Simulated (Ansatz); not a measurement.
**Run report: Mo, geometry relaxation (part 2 of 3)**

The same run, continued: Mo (slab, 16 atoms in the cell); DFT PBE+D3(BJ), scalar-relativistic, plane waves, PAW, no spin polarisation (Ansatz 0.2.0); cutoff 420 eV, 6×6×1 k-mesh, Gaussian smearing of 0.1 eV. The structure derives from an entry of the Crystallography Open Database. The input holds or restrains some coordinates. Forces given for the steps count only the free coordinates. It belongs to a series of runs on one base structure; here: clean slab, lower half held.

Geometry of the input (Å; fractional positions):
```
5.4217  0.0000  0.0000
-1.8072  5.1116  0.0000
0.0000  0.0000  23.6402
Mo 0.2500  0.2500  0.3596
Mo 0.2500  0.7500  0.3596
Mo 0.7500  0.2500  0.3596
Mo 0.7500  0.7500  0.3596
Mo 0.5000  0.5000  0.4532
Mo 0.5000  0.0000  0.4532
Mo -0.0000  0.5000  0.4532
Mo 0.0000  0.0000  0.4532
Mo 0.7500  0.7500  0.5468
Mo 0.7500  0.2500  0.5468
Mo 0.2500  0.7500  0.5468
Mo 0.2500  0.2500  0.5468
Mo 0.0000  0.0000  0.6404
Mo -0.0000  0.5000  0.6404
Mo 0.5000  0.0000  0.6404
Mo 0.5000  0.5000  0.6404
```

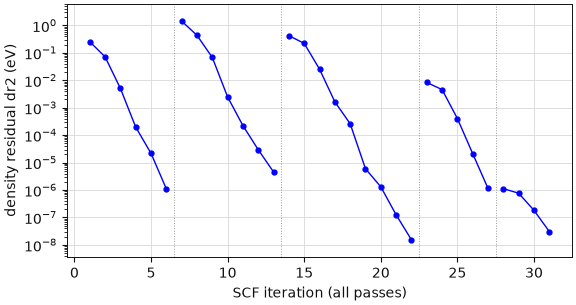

Convergence of the self-consistent field: density residual dr2 against the SCF iteration. The dotted lines part the SCF passes of the relaxation: geometry steps, rejected trials and re-solves on a re-selected basis. The 5 passes take 4 to 9 iterations each, 31 in all.

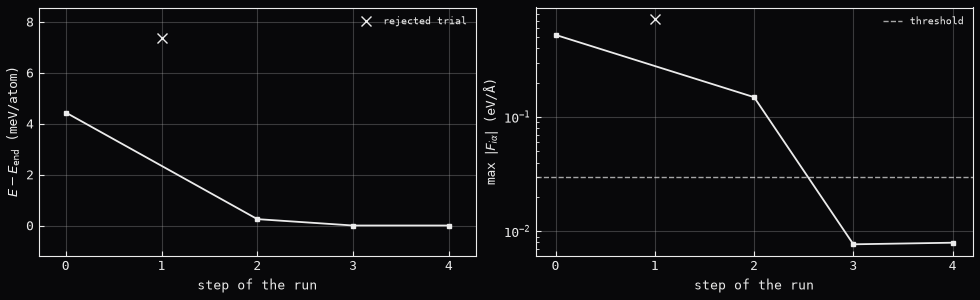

Progress of the restrained relaxation, step by step (the first geometry is step 0 here and step 1 in the log).

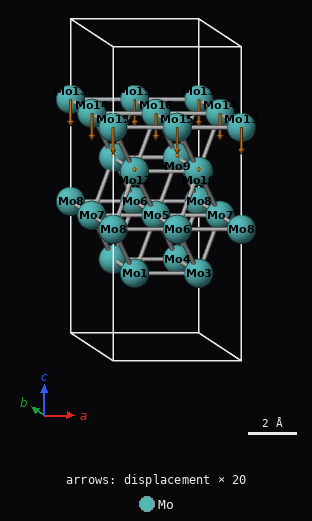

The starting structure with the displacements as orange arrows, magnified 20 times (ball-and-stick view of the cell of the calculation, with the vacuum cut short, seen slightly off an axis). Over 4 geometry steps the energy falls by 4.4 meV per atom. The largest force component goes from 0.52 to 0.0079 eV/Å. The line search rejected the trial step at point 1 (counted from 0) and went back. The largest moves, 0.060 Å, are those of Mo13, Mo14, Mo15 and Mo16. The cell stays as it was. Among the contacts that change: Mo10–Mo14 2.711 → 2.654 Å, Mo5–Mo12 2.711 → 2.719 Å. (Atoms are counted from 1 in the order of the input.)

```
WARN: The output density's exchange-correlation potential varies sharply where the density is thin. Do not read a vacuum level from v_tot or v_xc, or from such a field of the output density. On a cell that repeats whose density bears no net charge and no dipole along the vacuum's axis use v_es (v_loc + v_h of the components); under efield.dipole_correction with no amplitude use v_es + v_field, which holds any external_charges[].barrier, or the levels of the report's work_function block, which leave it out; under a non-zero efield.amplitude the vacuum is tilted and has no level; on a cell that repeats and bears such a dipole with no correction it is tilted too, and efield.dipole_correction with no amplitude gives each side of its ramp a level where efield: is served; in a cell that repeats whose density bears a net charge (total_charge, or a fill off its count) it is curved and has none; of a slab under crystal.periodic whose density bears no net charge use v_es, which has a level on each side, short of where the two are joined; of another it falls or rises all the way out and has none; of a slab beside external_charges read slab_vacuum_level instead, which it has where they leave it neutral. The grid or the basis barely resolves most such structure, and the values can differ between equally converged runs; as a rule a tighter scf.convergence.dr2_threshold does not remove it. Where the density itself ripples (under the LDA too) a higher basis.ecutwfc lessens it. The files hold the spikes' plane waves up to the density's cutoff. Files: v_tot_of_output_density and the like, and their columns of v_z.tsv (output.write_potential); v_xc_of_output_density and the like, and their columns of v_comp_z.tsv (output.write_potential_components). Measured: with its Gaussian average of σ = 0.25 Å subtracted twice, the exchange-correlation potential is over 0.1 eV at 8 of the grid points where the equally averaged density (valence and model cores) is under 1e-3 e/Å³, and 0.132 eV at the most among them, at an averaged density of 7.0e-9 e/Å³. See output.write_potential in the manual, Limitations
SCF converged after 4 iterations
Free energy (F): -79295.124619 eV
Harris-Foulkes:  -79295.124619 eV  (|F-HF|=1.36e-8)
Internal energy: -79295.057549 eV  (E = F + TS)
E sigma→0 (E₀):  -79295.091084 eV
Entropy (-TS):   -0.067070 eV (-4.192 meV/atom)
Fermi energy:    5.269709 eV
Dipole field:    D = 0.003916 V/Å  (p = 0.014180 e·Å, saw-weighted, corrected)
Work function:   Φ+ = 4.6290 eV   Φ− = 4.7216 eV
Levels:          The Fermi level and band energies are counted from a zero that moves with the ramp; work functions are not
--- Per-component energies (eV) ---
  E_band       = -4408.341704
  E_kinetic    = 7045.871304
  E_local      = -272889.093702  (includes V_loc(G=0)·N_el)
  E_nonlocal   = 2293.239553
  E_hartree    = 132549.464184
  E_xc         = -2926.143892
  E_vxc        = -3650.868511  (∫ρ·V_xc dr)
  E_paw        = -51222.407927  (= ΣΔE_a)
  E_vpaw       = -2306.443335  (= ΣTr[D̂ρ^β])
  E_aug_tail   = 0.000713  (compensation charges beyond the density's cutoff)
  E_efield     = 0.000028  (sawtooth field / dipole correction)
  E_vefield    = 0.010864  (∫n·V_field dr)
  E_ewald      = 105862.565193
  E_disp       = -8.553003  (pairwise vdW)
  E_smearing   = -0.067070  (= −TS)
  E_closure    = 0.000000  (closes the sum)
  Σ components = -79295.124619   (vs F -79295.124619, Δ=0.00e0)
--- Forces (eV/Å), atoms counted from 1 ---
  atom   1  Mo    -0.00000000    -0.00000000     0.46472317
  atom   2  Mo     0.00000000     0.00000000     0.46472317
  atom   3  Mo     0.00000000     0.00000000     0.46472317
  atom   4  Mo     0.00000000    -0.00000000     0.46472317
  atom   5  Mo     0.00000000     0.00000000    -0.47741413
  atom   6  Mo    -0.00000000    -0.00000000    -0.47741413
  atom   7  Mo    -0.00000000    -0.00000000    -0.47741413
  atom   8  Mo    -0.00000000    -0.00000000    -0.47741413
  atom   9  Mo    -0.00000000    -0.00000000     0.00794481
  atom  10  Mo     0.00000000    -0.00000000     0.00794481
  atom  11  Mo     0.00000000    -0.00000000     0.00794481
  atom  12  Mo     0.00000000    -0.00000000     0.00794481
  atom  13  Mo     0.00000000     0.00000000     0.00468850
  atom  14  Mo     0.00000000     0.00000000     0.00468850
  atom  15  Mo     0.00000000     0.00000000     0.00468850
  atom  16  Mo    -0.00000000     0.00000000     0.00468850
  max |Σ_I F_I| component: 2.31e-4 eV/Å
--- Band table (eV; the first three rows and the last of 13) ---
  k-point 0: bands = ["-56.0925", "-55.9683", "-55.8607", "-55.8607", "-55.8568", "-55.8568", "-55.8184", "-55.7605", "-55.7405", "-55.7278", "-55.6385", "-55.6385", "-55.6350", "-55.6350", "-55.5296", "-55.5177", "-30.7867", "-30.7640", "-30.7640", "-30.7408", "-30.7408", "-30.6669", "-30.5909", "-30.4170", "-30.4170", "-30.3760", "-30.3760", "-30.3040", "-30.3030", "-30.2722", "-30.2548", "-30.2418", "-30.0789", "-29.9472", "-29.8366", "-29.8366", "-29.8164", "-29.8164", "-29.7858", "-29.7858", "-29.7818", "-29.7818", "-29.7636", "-29.7617", "-29.7348", "-29.7169", "-29.5849", "-29.5641", "-29.4443", "-29.4443", "-29.4217", "-29.4217", "-29.4093", "-29.3884", "-29.3817", "-29.3794", "-29.2662", "-29.2316", "-29.2088", "-29.2088", "-29.2020", "-29.2020", "-29.1069", "-29.1010", "-1.5902", "-0.3744", "-0.1192", "0.0218", "0.0443", "0.1037", "0.1339", "0.1339", "0.1611", "0.1611", "0.3923", "0.8312", "1.0426", "1.1589", "1.1589", "1.1960", "1.1960", "1.3252", "1.8494", "1.9264", "1.9264", "1.9304", "1.9304", "2.1854", "2.4068", "2.4068", "2.4102", "2.4102", "2.4751", "3.2630", "3.3073", "3.6723", "3.7216", "3.7383", "3.8251", "4.0060", "4.2287", "4.3435", "4.3435", "4.3658", "4.3658", "5.3705", "5.6323", "5.7873", "5.7898", "6.0529", "6.2637", "6.2637", "6.2653", "6.2878", "6.2878", "6.3738", "6.4367", "6.6701", "6.7326", "6.7917", "6.7917", "6.8120", "6.8120", "6.8944", "6.9348", "6.9485", "6.9485", "7.0008", "7.0008", "7.0150", "7.1111", "7.4511", "7.5893", "7.7015", "7.8391"]
  k-point 1: bands = ["-56.0796", "-55.9588", "-55.8887", "-55.8655", "-55.8525", "-55.8406", "-55.8229", "-55.7522", "-55.7350", "-55.7334", "-55.6465", "-55.6421", "-55.6312", "-55.6273", "-55.5369", "-55.5256", "-30.7429", "-30.7427", "-30.7158", "-30.7108", "-30.6757", "-30.6426", "-30.5555", "-30.4066", "-30.3726", "-30.3565", "-30.3187", "-30.3169", "-30.2904", "-30.2586", "-30.2367", "-30.2278", "-30.0802", "-29.9558", "-29.9393", "-29.9109", "-29.8316", "-29.8167", "-29.8011", "-29.7857", "-29.7744", "-29.7479", "-29.7409", "-29.7368", "-29.7194", "-29.6926", "-29.5726", "-29.5468", "-29.4959", "-29.4695", "-29.4526", "-29.4468", "-29.4258", "-29.4201", "-29.4044", "-29.3906", "-29.2854", "-29.2698", "-29.2684", "-29.2527", "-29.2122", "-29.1961", "-29.1408", "-29.1354", "-1.3659", "-0.1581", "0.0707", "0.1477", "0.2068", "0.2582", "0.2659", "0.2912", "0.3139", "0.3347", "0.6213", "1.0257", "1.1940", "1.2345", "1.2621", "1.3196", "1.4021", "1.4286", "1.9103", "1.9465", "1.9988", "2.0619", "2.0714", "2.1571", "2.4366", "2.5156", "2.5200", "2.5435", "2.5871", "3.2155", "3.2945", "3.5089", "3.5893", "3.6232", "3.7051", "3.9400", "4.0053", "4.0144", "4.0194", "4.1960", "4.4478", "5.0504", "5.2711", "5.4240", "5.7053", "5.7189", "5.8691", "5.9124", "5.9913", "6.0033", "6.2244", "6.2833", "6.3704", "6.3801", "6.4168", "6.4527", "6.5947", "6.5962", "6.7356", "6.7756", "6.9050", "6.9347", "6.9863", "6.9896", "6.9910", "7.1019", "7.1528", "7.2444", "7.2573", "7.2806", "7.3940"]
  k-point 2: bands = ["-56.0436", "-55.9366", "-55.9333", "-55.8687", "-55.8612", "-55.8345", "-55.8140", "-55.7551", "-55.7296", "-55.7141", "-55.6685", "-55.6615", "-55.6113", "-55.6060", "-55.5569", "-55.5473", "-30.6828", "-30.6522", "-30.6438", "-30.5762", "-30.5664", "-30.5268", "-30.5266", "-30.3861", "-30.3401", "-30.3065", "-30.3058", "-30.3000", "-30.2886", "-30.1586", "-30.1564", "-30.1342", "-30.0559", "-29.9907", "-29.9531", "-29.9373", "-29.9312", "-29.9247", "-29.8544", "-29.8488", "-29.8236", "-29.7104", "-29.6939", "-29.6850", "-29.6667", "-29.6260", "-29.5906", "-29.5730", "-29.5576", "-29.5491", "-29.5075", "-29.4959", "-29.4959", "-29.4879", "-29.4201", "-29.4169", "-29.4021", "-29.3962", "-29.3709", "-29.3460", "-29.2112", "-29.1882", "-29.1780", "-29.1745", "-0.7705", "0.2868", "0.3493", "0.4845", "0.5145", "0.5940", "0.7237", "0.7361", "0.7909", "0.8124", "1.1448", "1.2566", "1.3816", "1.4807", "1.5493", "1.6095", "1.7277", "1.7922", "2.0402", "2.0573", "2.1214", "2.1409", "2.3405", "2.3740", "2.5743", "2.5890", "2.7704", "2.9334", "2.9335", "3.0149", "3.0881", "3.1539", "3.3122", "3.3717", "3.4066", "3.5337", "3.5711", "3.6806", "3.6837", "4.1864", "4.3696", "4.4557", "4.7546", "4.7972", "4.8205", "4.9383", "4.9497", "5.1697", "5.3799", "5.6248", "5.8540", "5.8835", "6.0490", "6.1591", "6.2251", "6.3394", "6.3899", "6.4924", "6.5047", "6.5662", "6.5725", "6.6128", "6.6645", "6.6766", "6.7337", "6.8336", "6.9120", "6.9329", "7.0449", "7.1709", "7.2933"]
  k-point 12: bands = ["-55.9569", "-55.9569", "-55.8713", "-55.8713", "-55.8486", "-55.8486", "-55.8484", "-55.8484", "-55.6463", "-55.6463", "-55.6382", "-55.6382", "-55.6344", "-55.6344", "-55.6308", "-55.6308", "-30.4664", "-30.4664", "-30.4622", "-30.4622", "-30.4420", "-30.4420", "-30.1781", "-30.1781", "-30.1526", "-30.1526", "-30.1189", "-30.1189", "-30.0838", "-30.0838", "-30.0387", "-30.0387", "-30.0360", "-30.0360", "-29.9673", "-29.9673", "-29.9177", "-29.9177", "-29.8270", "-29.8270", "-29.7456", "-29.7456", "-29.7314", "-29.7314", "-29.7214", "-29.7214", "-29.7070", "-29.7070", "-29.7002", "-29.7002", "-29.6607", "-29.6607", "-29.6152", "-29.6152", "-29.5203", "-29.5203", "-29.5089", "-29.5089", "-29.4795", "-29.4795", "-29.4793", "-29.4793", "-29.3830", "-29.3830", "0.3489", "0.3489", "0.9991", "0.9991", "1.3164", "1.3164", "1.4240", "1.4240", "1.5054", "1.5054", "1.7294", "1.7294", "2.0040", "2.0040", "2.0466", "2.0466", "2.2046", "2.2046", "2.2536", "2.2536", "2.4746", "2.4746", "2.6863", "2.6863", "2.7781", "2.7781", "3.0616", "3.0616", "3.1632", "3.1632", "3.3181", "3.3181", "3.7741", "3.7741", "3.9203", "3.9203", "4.0514", "4.0514", "4.1686", "4.1686", "4.2537", "4.2537", "4.3960", "4.3960", "4.4509", "4.4509", "4.4747", "4.4747", "4.5830", "4.5830", "4.7260", "4.7260", "5.1522", "5.1522", "5.4592", "5.4592", "5.5514", "5.5514", "5.5805", "5.5805", "5.7933", "5.7933", "5.9280", "5.9280", "6.1541", "6.1541", "6.2028", "6.2028", "6.8175", "6.8175", "7.0877"]
--- Relaxed structure (5 steps of the walk, 4 accepted, 0 SCFs on fresh bases) ---
  F+E_penalty+E_count = -79295.12461906 eV   max|allowed force component| = 7.945e-3 eV/Å
  atoms:
    - { symbol: Mo, position: [0.25, 0.25000000000000006, 0.3595571372] }
    - { symbol: Mo, position: [0.25, 0.7500000000000001, 0.3595571372] }
    - { symbol: Mo, position: [0.75, 0.25000000000000006, 0.3595571372] }
    - { symbol: Mo, position: [0.75, 0.7500000000000001, 0.3595571372] }
    - { symbol: Mo, position: [0.5, 0.5000000000000001, 0.4531857124] }
    - { symbol: Mo, position: [0.5, 0.0, 0.4531857124] }
    - { symbol: Mo, position: [0.0, 0.5, 0.4531857124] }
    - { symbol: Mo, position: [0.0, 0.0, 0.4531857124] }
    - { symbol: Mo, position: [0.75, 0.7500000000000001, 0.5472619784272785] }
    - { symbol: Mo, position: [0.75, 0.25000000000000006, 0.5472619784272785] }
    - { symbol: Mo, position: [0.25, 0.7500000000000001, 0.5472619784272785] }
    - { symbol: Mo, position: [0.25, 0.25000000000000006, 0.5472619784272785] }
    - { symbol: Mo, position: [1.2466728830328656e-35, -1.224517669710022e-34, 0.6379104481160864] }
    - { symbol: Mo, position: [0.0, 0.5, 0.6379104481160864] }
    - { symbol: Mo, position: [0.5, 0.0, 0.6379104481160864] }
    - { symbol: Mo, position: [0.5, 0.5000000000000001, 0.6379104481160864] }
```
